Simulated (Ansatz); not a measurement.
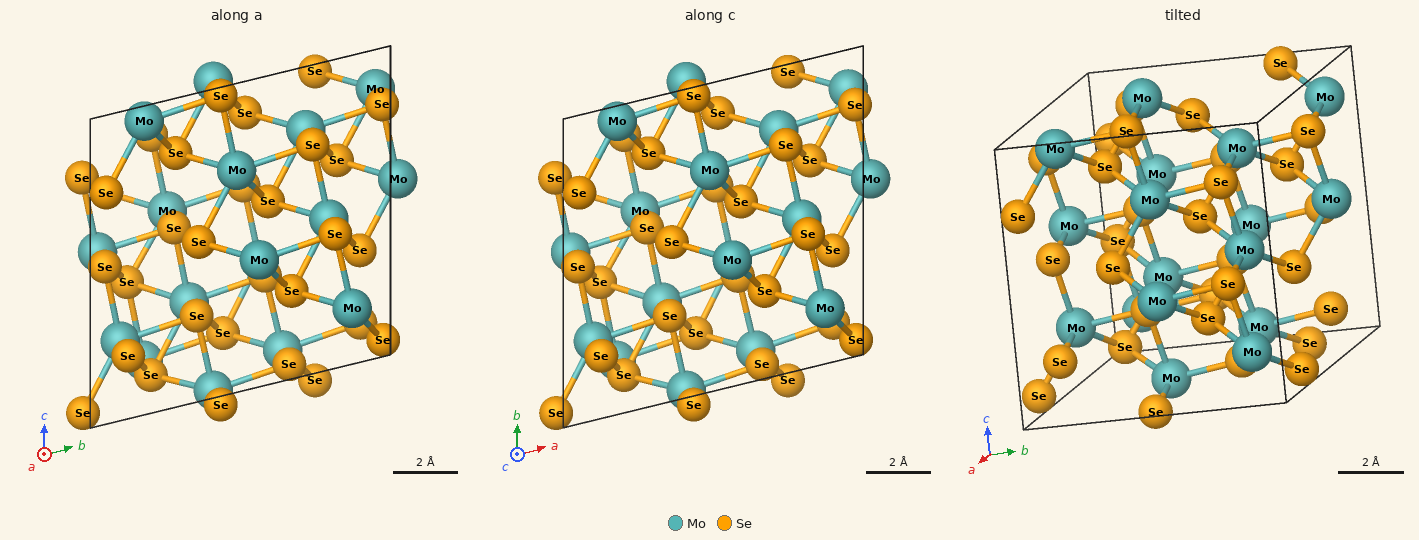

The crystal in a ball-and-stick representation, seen along the a axis, along the c axis and slightly off an axis. The box is the simulation cell; atoms on or close to its faces, edges and corners are drawn wherever they repeat. Cell: a = 10.197 Å, b = 10.197 Å, c = 10.197 Å, α = 71.91°, β = 71.91°, γ = 71.91°.

Explain the picture.

The formula is Mo₇Se₁₃. Space group: R3 (No. 146). Lattice: rhombohedral (trigonal R). One cell contains 14 Mo, 26 Se, 40 atoms in all. The coordination shell of Mo holds six Se at about 2.5 to 2.9 Å. Not all metal-metal contacts are counted. By contacts within bonding range, the coordination numbers are Se 3 to 4 (mean 3.2). Not all metal-metal contacts are counted. The bonds build a three-dimensional framework.

The initial geometry was a structure listed in the Materials Project, repeated into a supercell with a point defect put in. The atoms were relaxed in a fixed cell with DFT PBE, scalar-relativistic, plane waves, PAW (Ansatz 0.2.0).
